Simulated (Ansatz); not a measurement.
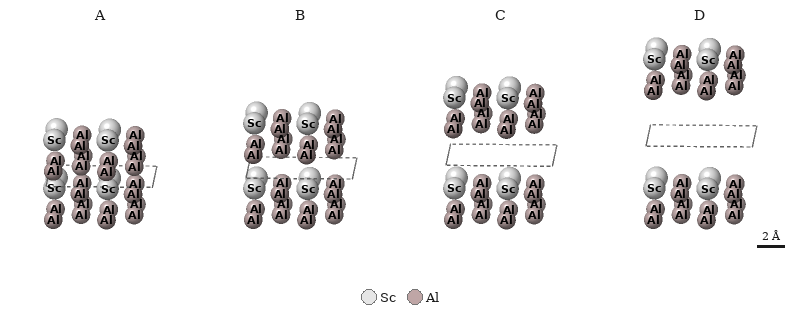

A scan of solid ScAl3 (Pm-3m) along one coordinate. Style: spheres-only. Shown: the layers on both sides of the dashed plane, from the side, nearly along that plane.

The calculation used DFT PBEsol, scalar-relativistic, plane waves, PAW in Ansatz. Set-up: plane-wave cutoff 420 eV; k-point mesh 12 × 12 × 4; occupations gaussian; smearing width 0.15 eV; no spin polarisation. Energies (free energies at the smearing named) are counted from the relaxed crystal.

What is being scanned?

The crystal is pulled apart rigidly along the normal of the (1 0 0) plane of the conventional cell, at a cut between a plane of Al/Sc below and one of Al above, 2.04 Å apart. In the frames the opening is −0.30 Å (A), 1.00 Å (B), 3.00 Å (C), 6.00 Å (D). One cut stands in each cell, which starts 12.2 Å high; nothing is relaxed, and the dashed outline marks the cut. Their energies are 0.416 J/m², 1.626 J/m², 2.962 J/m², 3.046 J/m².
